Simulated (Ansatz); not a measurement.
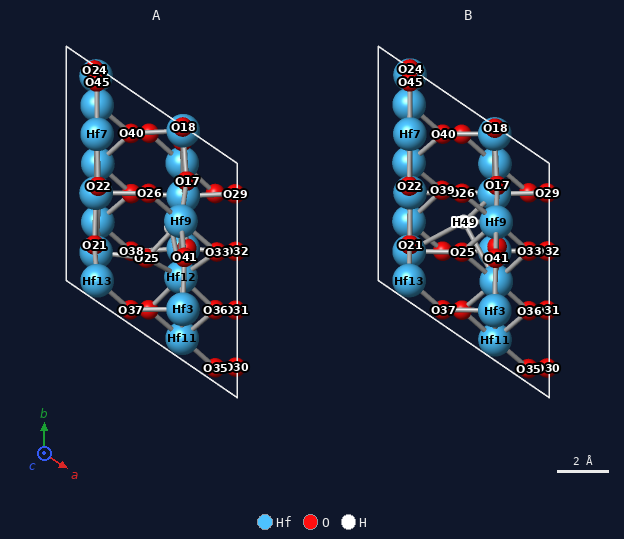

Two geometries of a defect cell of composition Hf16HO32 (cell charge −1), drawn at one scale. One is the start of a relaxation, the other its converged end. The picture is a ball-and-stick view of the cell of the calculation (origin shifted), seen along the c axis.

Theory: DFT PBEsol, scalar-relativistic, plane waves, PAW (Ansatz 0.2.0). (plane-wave cutoff 420 eV; k-point mesh 2 × 2 × 2; occupations gaussian; smearing width 0.01 eV; mesh shifted by (0.5, 0.5, 0.5); no spin polarisation; atoms relaxed in a fixed cell; force threshold 0.025 eV/Å; at most 45 steps)

Which geometry has the lower energy?

Answer. Structure A is the relaxed one. Case: H interstitial, charge -1, atoms relaxed at the host's cell. After 8 geometry steps the energy has fallen by 1.736 eV per cell of the calculation. The largest force component goes from 2.8 to 0.018 eV/Å. The H atom moves most: 0.85 Å along [3 1 2]. Largest moves by element: H 0.85 Å, O 0.38 Å, Hf 0.22 Å. The cell stays as it was. Among the contacts that change: H–Hf 2.708 → 2.013 Å, H–Hf 2.778 → 3.327 Å, Hf–Hf 3.741 → 3.458 Å, Hf–Hf 3.247 → 3.065 Å. Bond angles that change, for instance: Hf–O–Hf 125.9° → 111.1°, Hf–O–Hf 133.0° → 143.1°, Hf–O–Hf 102.8° → 93.5°.

Limits of the set-up: the cell is charged, on a uniform background, and energies carry no finite-size correction.
